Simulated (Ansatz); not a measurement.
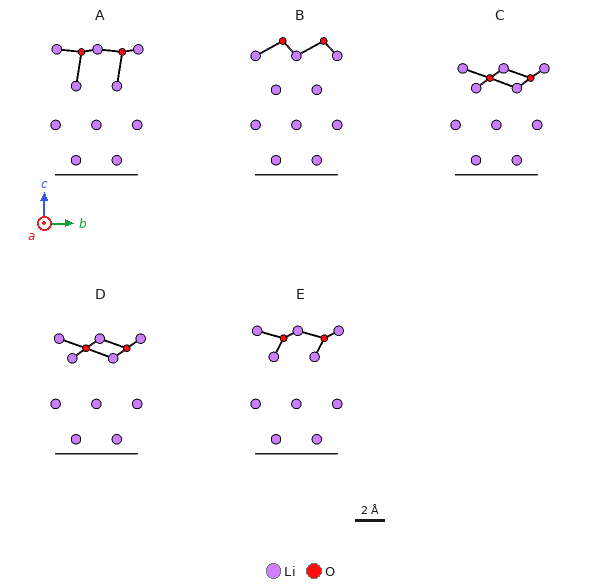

5 geometries from one constrained relaxation of a slab of composition Li4O (cut from the Im-3m phase), in shuffled order. A ball-and-stick model of the 2 × 2 repeat of the cell, outlined in the plane, without the vacuum, seen along the a axis.

Case: O put at a hollow Li-Li-Li site. The slab is the (1 1 0) face of Li with O on it. 2 atoms are held fixed.

The calculation used DFT r2SCAN, scalar-relativistic, plane waves, PAW in Ansatz 0.2.0. Set-up: plane-wave cutoff 500 eV; k-point mesh 10 × 10 × 1; occupations gaussian; smearing width 0.1 eV; no spin polarisation; dipole correction; atoms relaxed in a fixed cell; force threshold 0.03 eV/Å; at most 70 steps.

Put them in the order of the run, from the start to the converged end.

Answer. B, A, E, D, C. They are steps 0, 4, 8, 13, 17, at +5.104 eV per cell of the calculation, +2.438 eV per cell of the calculation, +0.693 eV per cell of the calculation, +34.1 meV per cell of the calculation relative to the last. The O atom moves most: 2.72 Å at 18° to the normal (−c side). Largest moves by element: O 2.72 Å, Li 1.23 Å. The cell stays as it was. Near-neighbour distances that change, for instance: Li–O 4.157 → 2.042 Å, Li–O 3.499 → 1.793 Å, Li–Li 3.409 → 2.114 Å, Li–Li 2.933 → 2.371 Å. New bonds form: Li–O (3.50 → 1.79 Å), Li–O (4.16 → 2.04 Å). Among the angles between lasting bonds that change: O–Li–O 105.4° → 118.1°, Li–O–Li 105.4° → 118.1°, Li–O–Li 93.5° → 104.1°. Over 17 geometry steps the energy falls by 5.104 eV per cell of the calculation. Largest force component: 2.4 eV/Å at the start, 0.026 eV/Å at the end.

Limits of the set-up: the periodic images lie only 3.0 Å apart, so the values are limited by the cell's size.
